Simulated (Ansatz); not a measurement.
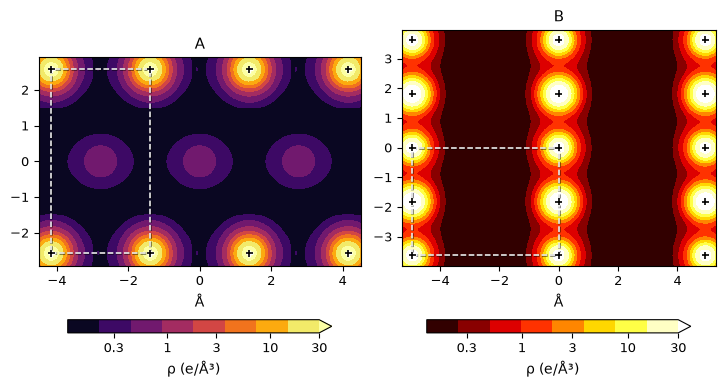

The valence electron density of 2 systems, each on a plane through atoms (crosses mark nuclei in the plane).

The calculation used DFT PBE, scalar-relativistic, plane waves, PAW in Ansatz 0.2.0.

System 1: Zn, the (100) plane of the conventional cell. Space group P6₃/mmc; changed on purpose from its base cell (strain +0.040 along x and y, +0.040 along z, atoms carried along); computed pressure about −6 GPa in this cell.

```
CELL_PARAMETERS angstrom
2.77139 0.00000 0.00000
-1.38569 2.40009 0.00000
0.00000 0.00000 5.14457
ATOMIC_POSITIONS crystal
Zn 0.33333 0.66667 0.25000
Zn 0.66667 0.33333 0.75000
```

System 2: ZnCu, the (100) plane of the conventional cell. Space group R-3m; computed pressure about 86 GPa in this cell; computed without spin polarisation.

### Match each panel to its system.

Panel A is system 1, Zn: the plane holds Zn. Zn–Zn (2.77 Å): ρ at the midpoint is about 0.21 e/Å³. Panel B is system 2, ZnCu: the plane holds Zn and Cu. Zn–Cu (1.81 Å): ρ is about 1.1 e/Å³ halfway.
